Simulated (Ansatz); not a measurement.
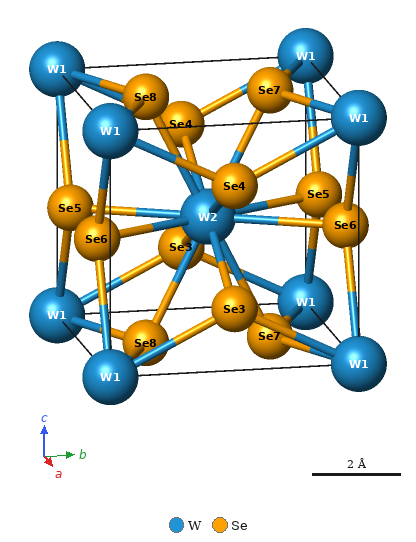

Figure 1. The input geometry of run 1 (ball-and-stick view of the cell of the calculation, seen slightly off an axis; atoms are numbered from 1 in the order of the input).

**What a change does: single-point calculation on WSe3**

System: WSe3 (8 atoms in the cell).
Method of run 1: DFT r2SCAN, scalar-relativistic, plane waves, PAW, spin-polarised (Ansatz 0.2.0).

The structure was made by swapping elements on the sites of another compound; it need not be a known phase. Text and figures count atoms from 1; the logs count them from 0 in places.

**Input file, run 1**
```yaml
crystal:
  lattice:
    - [5.805285206, 0.0, 0.0]
    - [0.0, 5.805285206, 0.0]
    - [0.0, 0.0, 5.805285206]
  atoms:
    - { symbol: W, position: [0.0, 0.0, 0.0] }
    - { symbol: W, position: [0.5, 0.5, 0.5] }
    - { symbol: Se, position: [0.0, 0.5, 0.25] }
    - { symbol: Se, position: [0.0, 0.5, 0.75] }
    - { symbol: Se, position: [0.25, 0.0, 0.5] }
    - { symbol: Se, position: [0.75, 0.0, 0.5] }
    - { symbol: Se, position: [0.5, 0.75, 0.0] }
    - { symbol: Se, position: [0.5, 0.25, 0.0] }
basis:
  ecutwfc: 500
kpoints:
  mp_grid: { grid: [4, 4, 4] }
hamiltonian:
  xc: r2scan
scf:
  occupations: { method: gaussian, width: 0.1 }
  lower_state_search: "off"
output:
  forces: true
  stress: true
  eigenvalues: true
  populations: true
magnetization:
  spin_polarized: true
```

Launched with:
```bash
ansatz run input.yaml --threads 1 --pin off --max-ram 2560MiB --backend cpu --events-out ev --progress --plain --runs-dir out
```

Hardware: 1 thread of Arm Neoverse V2, 128 GiB of memory available, shared host.

**Output, shortened to warnings, some set-up lines, iterations and results (run 1)**
```
Basis set: ecut = 500 eV, 4945 PW (Γ), exchange–correlation on 180×180×180 points (64 copies of the dense FFT grid, shifted against one another)
Symmetry: 48 space group operations
k-points: 10 of 64
Initial density: superposition of atomic densities (chi_scale 0.1, normalization cell, long waves kept (reshape's long-wave potential 0.00 eV rms))
[...]
SCF iter   1: F=-53652.328725 eV  HF=-53653.073958 eV  |F-HF|=7.45e-1  |Δ(HF+E_count)|=         —  Δρ=1.19e-2 (↑1.19e-2 ↓1.19e-2)  dr2=1.70e0  dr2_τ=7.80e-3  dr2_m=0.00e0  …
SCF iter   2: F=-53646.645203 eV  HF=-53643.797260 eV  |F-HF|=2.85e0  |Δ(HF+E_count)|=    9.28e0  Δρ=6.34e-2 (↑6.34e-2 ↓4.81e-2)  dr2=2.98e0  dr2_τ=8.50e-1  dr2_m=5.35e0  …
SCF iter   3: F=-53653.465546 eV  HF=-53652.227883 eV  |F-HF|=1.24e0  |Δ(HF+E_count)|=         —  Δρ=2.42e-2 (↑2.33e-2 ↓2.42e-2)  dr2=4.05e-1  dr2_τ=1.15e-1  dr2_m=8.98e-1  …
SCF iter   4: F=-53653.810245 eV  HF=-53652.837484 eV  |F-HF|=9.73e-1  |Δ(HF+E_count)|=   6.10e-1  Δρ=2.02e-2 (↑1.89e-2 ↓2.02e-2)  dr2=2.57e-1  dr2_τ=4.24e-3  dr2_m=6.14e-1  …
SCF iter   5: F=-53653.830023 eV  HF=-53654.018608 eV  |F-HF|=1.89e-1  |Δ(HF+E_count)|=    1.18e0  Δρ=9.75e-3 (↑9.75e-3 ↓4.52e-3)  dr2=3.45e-1  dr2_τ=2.23e-2  dr2_m=6.48e-2  …
SCF iter   6: F=-53654.076945 eV  HF=-53654.116907 eV  |F-HF|=4.00e-2  |Δ(HF+E_count)|=   9.83e-2  Δρ=6.23e-3 (↑6.23e-3 ↓2.94e-3)  dr2=8.88e-2  dr2_τ=3.22e-3  dr2_m=3.41e-2  …
SCF iter   7: F=-53654.150751 eV  HF=-53654.153533 eV  |F-HF|=2.78e-3  |Δ(HF+E_count)|=   3.66e-2  Δρ=2.06e-3 (↑1.40e-3 ↓2.06e-3)  dr2=1.13e-2  dr2_τ=4.04e-4  dr2_m=4.39e-3  …
SCF iter   8: F=-53654.159441 eV  HF=-53654.162172 eV  |F-HF|=2.73e-3  |Δ(HF+E_count)|=   8.64e-3  Δρ=1.31e-3 (↑9.47e-4 ↓1.31e-3)  dr2=6.00e-3  dr2_τ=1.25e-4  dr2_m=1.80e-3  …
SCF iter   9: F=-53654.166224 eV  HF=-53654.166057 eV  |F-HF|=1.67e-4  |Δ(HF+E_count)|=   3.89e-3  Δρ=2.48e-4 (↑2.48e-4 ↓2.43e-4)  dr2=7.77e-5  dr2_τ=3.46e-6  dr2_m=8.70e-5  …
SCF iter  10: F=-53654.166266 eV  HF=-53654.166268 eV  |F-HF|=2.08e-6  |Δ(HF+E_count)|=   2.10e-4  Δρ=7.53e-5 (↑4.68e-5 ↓7.53e-5)  dr2=2.50e-5  dr2_τ=3.73e-7  dr2_m=4.36e-6  …
SCF iter  11: F=-53654.166287 eV  HF=-53654.166288 eV  |F-HF|=9.39e-7  |Δ(HF+E_count)|=   2.03e-5  Δρ=2.33e-5 (↑2.33e-5 ↓1.89e-5)  dr2=3.10e-6  dr2_τ=4.44e-8  dr2_m=4.86e-7  …
SCF iter  12: F=-53654.166289 eV  HF=-53654.166289 eV  |F-HF|=1.72e-8  |Δ(HF+E_count)|=   1.18e-6  Δρ=3.40e-6 (↑3.40e-6 ↓3.17e-6)  dr2=9.72e-8  dr2_τ=7.69e-10  dr2_m=5.71e-9  …
SCF 1 converged in 12 iterations: F = -53654.166289 eV  dr2 = 9.72e-8
SCF converged after 12 iterations
Magnetization: 4.5000 μB (64.2500 up, 59.7500 down)
Absolute magnetization: 8.1747 μB (∫|ρ↑−ρ↓|, with the PAW one-centre terms)
Spin contamination: 1.0870 ħ² per cell (⟨S²⟩ above its minimum at these occupations)
Per-site moments (μB) at R_I (Å): [(2.743061724374595, 1.3386668985308303), (2.7430617243746003, 1.33866689853083), (-0.2519130452265747, 1.1973400737374997), (-0.25191304522657487, 1.1973400737374997), (-0.2519130452265745, 1.1973400737374997), (-0.2519130452265749, 1.1973400737374997), …
Free energy (F): -53654.166289 eV
Harris-Foulkes:  -53654.166289 eV  (|F-HF|=1.72e-8)
Internal energy: -53654.135317 eV  (E = F + TS)
E sigma→0 (E₀):  -53654.150803 eV
Entropy (-TS):   -0.030972 eV (-3.872 meV/atom)
Fermi energy:    9.751211 eV
--- Per-component energies (eV) ---
  E_band       = -2786.337202
  E_kinetic    = 1578.333571
  E_local      = -15487.870736  (includes V_loc(G=0)·N_el)
  E_nonlocal   = -3554.401309
  E_hartree    = 7393.403754
  E_xc         = -1067.397768
  E_vxc        = -1127.882220  (∫ρ·V_xc dr)
  E_paw        = -28744.154078  (= ΣΔE_a)
  E_vpaw       = 960.367452  (= ΣTr[D̂ρ^β])
  E_aug_tail   = -0.001318  (compensation charges beyond the density's cutoff)
  E_vtau       = 58.307129  (kinetic-family band-sum trace: ∫τ·v_τ [+ j·A + Jᵃ·Aᵃ] dr)
  E_ewald      = -13760.282913
  E_core_change = -11.764519  (= ΣΔE_core)
  E_smearing   = -0.030972  (= −TS)
  E_closure    = 0.000000  (closes the sum)
  Σ components = -53654.166289   (vs F -53654.166289, Δ=0.00e0)
--- Forces (eV/Å), atoms counted from 1 ---
  atom   1  W     -0.00000000     0.00000000     0.00000000
  atom   2  W      0.00000000     0.00000000     0.00000000
  atom   3  Se    -0.00000000    -0.00000000     0.00000000
  atom   4  Se    -0.00000000     0.00000000     0.00000000
  atom   5  Se     0.00000000    -0.00000000     0.00000000
  atom   6  Se     0.00000000     0.00000000     0.00000000
  atom   7  Se     0.00000000    -0.00000000     0.00000000
  atom   8  Se    -0.00000000     0.00000000     0.00000000
  max |Σ_I F_I| component: 1.16e-17 eV/Å
--- Stress (GPa, compression-positive) ---
      -14.645466      -0.000000       0.000000
        0.000000     -14.645466       0.000000
        0.000000       0.000000     -14.645466
  P = ⅓ Tr σ = -14.6455 GPa (-146.455 kbar)
--- Löwdin populations: 8 sites ---
  site symbol       q [e]    m [muB]
     0      W     13.1615     3.2075
     1      W     13.1615     3.2075
     2     Se     16.2169    -0.3333
     3     Se     16.2169    -0.3333
     4     Se     16.2169    -0.3333
     5     Se     16.2169    -0.3333
     6     Se     16.2169    -0.3333
[...]
```

For run 2 the input was changed thus:
```diff
-  populations: true
-magnetization:
-  spin_polarized: true
```

What does this change do to the results?

With the same functional and potentials, run 2 lies 107.7 meV per atom higher. The pressure goes from −14.65 to −19.06 GPa. The SCF takes 9 iterations against 12. On the same kind of shared host run 2 took about 0.4 times as long. The two runs start from different initial densities, which also moves the count.

**Output, shortened to warnings, some set-up lines, iterations and results (run 2)**
```
Basis set: ecut = 500 eV, 4945 PW (Γ), exchange–correlation on 180×180×180 points (64 copies of the dense FFT grid, shifted against one another)
Symmetry: 48 space group operations
k-points: 10 of 64
Initial density: superposition of atomic densities (neutral atoms: chi_scale 0, normalization atom), corrected by the library's trained network
[...]
SCF iter   1: F=-53652.748217 eV  HF=-53653.302938 eV  |F-HF|=5.55e-1  |Δ(HF+E_count)|=         —  Δρ=1.14e-2  dr2=7.11e-1  dr2_τ=1.89e-2  ethr=1.77e-3  ⟨swp⟩=5.4  Hψ=2880  …
SCF iter   2: F=-53653.033278 eV  HF=-53653.316518 eV  |F-HF|=2.83e-1  |Δ(HF+E_count)|=   1.36e-2  Δρ=8.60e-3  dr2=3.22e-1  dr2_τ=7.64e-2  ethr=5.73e-4  ⟨swp⟩=2.0  Hψ=1020  …
SCF iter   3: F=-53653.295124 eV  HF=-53653.301562 eV  |F-HF|=6.44e-3  |Δ(HF+E_count)|=   1.50e-2  Δρ=3.16e-3  dr2=2.58e-2  dr2_τ=9.39e-4  ethr=2.59e-4  ⟨swp⟩=1.4  Hψ=774  …
SCF iter   4: F=-53653.303948 eV  HF=-53653.304524 eV  |F-HF|=5.76e-4  |Δ(HF+E_count)|=   2.96e-3  Δρ=7.35e-4  dr2=1.43e-3  dr2_τ=1.68e-4  ethr=2.08e-5  ⟨swp⟩=2.0  Hψ=938  …
SCF iter   5: F=-53653.304828 eV  HF=-53653.304782 eV  |F-HF|=4.56e-5  |Δ(HF+E_count)|=   2.58e-4  Δρ=1.79e-4  dr2=5.27e-5  dr2_τ=4.67e-6  ethr=1.16e-6  ⟨swp⟩=2.1  Hψ=978  …
SCF iter   6: F=-53653.304764 eV  HF=-53653.304775 eV  |F-HF|=1.02e-5  |Δ(HF+E_count)|=   7.26e-6  Δρ=5.67e-5  dr2=1.58e-5  dr2_τ=4.81e-7  ethr=4.25e-8  ⟨swp⟩=3.0  Hψ=1434  …
SCF iter   7: F=-53653.304774 eV  HF=-53653.304776 eV  |F-HF|=2.33e-6  |Δ(HF+E_count)|=   1.56e-6  Δρ=2.53e-5  dr2=2.87e-6  dr2_τ=1.39e-7  ethr=1.28e-8  ⟨swp⟩=3.0  Hψ=1302  …
SCF iter   8: F=-53653.304776 eV  HF=-53653.304776 eV  |F-HF|=2.65e-8  |Δ(HF+E_count)|=   1.08e-7  Δρ=6.08e-6  dr2=1.07e-7  dr2_τ=2.58e-9  ethr=2.32e-9  ⟨swp⟩=1.1  Hψ=766  …
SCF iter   9: F=-53653.304776 eV  HF=-53653.304776 eV  |F-HF|=2.60e-9  |Δ(HF+E_count)|=   3.40e-8  Δρ=1.78e-6  dr2=8.98e-9  dr2_τ=9.96e-11  ethr=8.06e-11  ⟨swp⟩=8.4  Hψ=2636  …
SCF 1 converged in 9 iterations: F = -53653.304776 eV  dr2 = 8.98e-9
SCF converged after 9 iterations
Free energy (F): -53653.304776 eV
Harris-Foulkes:  -53653.304776 eV  (|F-HF|=2.60e-9)
Internal energy: -53653.267265 eV  (E = F + TS)
E sigma→0 (E₀):  -53653.286021 eV
Entropy (-TS):   -0.037511 eV (-4.689 meV/atom)
Fermi energy:    9.806558 eV
--- Per-component energies (eV) ---
  E_band       = -2795.091253
  E_kinetic    = 1568.226528
  E_local      = -15470.643788  (includes V_loc(G=0)·N_el)
  E_nonlocal   = -3555.295903
  E_hartree    = 7381.730447
  E_xc         = -1062.084405
  E_vxc        = -1118.415501  (∫ρ·V_xc dr)
  E_paw        = -28743.151395  (= ΣΔE_a)
  E_vpaw       = 960.817122  (= ΣTr[D̂ρ^β])
  E_aug_tail   = -0.001317  (compensation charges beyond the density's cutoff)
  E_vtau       = 56.756899  (kinetic-family band-sum trace: ∫τ·v_τ [+ j·A + Jᵃ·Aᵃ] dr)
  E_ewald      = -13760.282913
  E_core_change = -11.764519  (= ΣΔE_core)
  E_smearing   = -0.037511  (= −TS)
  E_closure    = -0.000000  (closes the sum)
  Σ components = -53653.304776   (vs F -53653.304776, Δ=0.00e0)
--- Forces (eV/Å), atoms counted from 1 ---
  atom   1  W      0.00000000     0.00000000     0.00000000
  atom   2  W      0.00000000    -0.00000000    -0.00000000
  atom   3  Se     0.00000000     0.00000000    -0.00000000
  atom   4  Se     0.00000000     0.00000000    -0.00000000
  atom   5  Se    -0.00000000    -0.00000000     0.00000000
  atom   6  Se     0.00000000     0.00000000     0.00000000
  atom   7  Se     0.00000000    -0.00000000     0.00000000
  atom   8  Se    -0.00000000     0.00000000    -0.00000000
  max |Σ_I F_I| component: 1.16e-17 eV/Å
--- Stress (GPa, compression-positive) ---
      -19.058532       0.000000       0.000000
       -0.000000     -19.058532       0.000000
        0.000000       0.000000     -19.058532
  P = ⅓ Tr σ = -19.0585 GPa (-190.585 kbar)
```

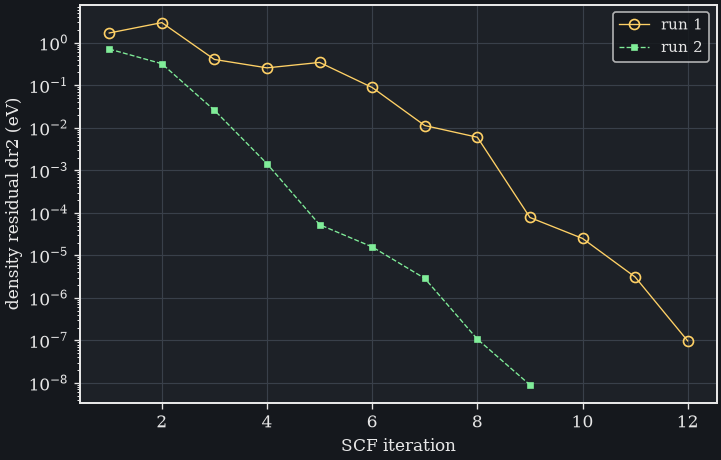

Figure 2. Convergence of the two runs: density residual dr2 against the SCF iteration. Run 1 takes 12 iterations in all, and run 2 takes 9.

**The two runs side by side**

```tsv
quantity	run 1	run 2
outcome	converged	converged
free energy per atom (eV)	−6706.7708	−6706.6631
energy per atom, smearing taken to zero (eV)	−6706.7689	−6706.6608
gap on the mesh (eV)	0.00	0.00
net moment of the cell (μB)	4.50	–
absolute moment of the cell (μB)	8.17	–
pressure (GPa)	−14.65	−19.06
largest force (eV/Å)	0.000	0.000
SCF iterations	12	9
irreducible k-points	10	10
plane waves at Γ	4945	4945
wall time (shared host)	64 s	26 s
```

For both runs: Spin–orbit coupling is left out, which matters for W. For run 1: The electronic state found may not be the lowest one. Warnings: spin is on but no starting moments are given. The cell is under a tension of 14.6 GPa at this level, so it is not at its equilibrium volume. For run 2: The cell is under a tension of 19.1 GPa at this level, so it is not at its equilibrium volume.
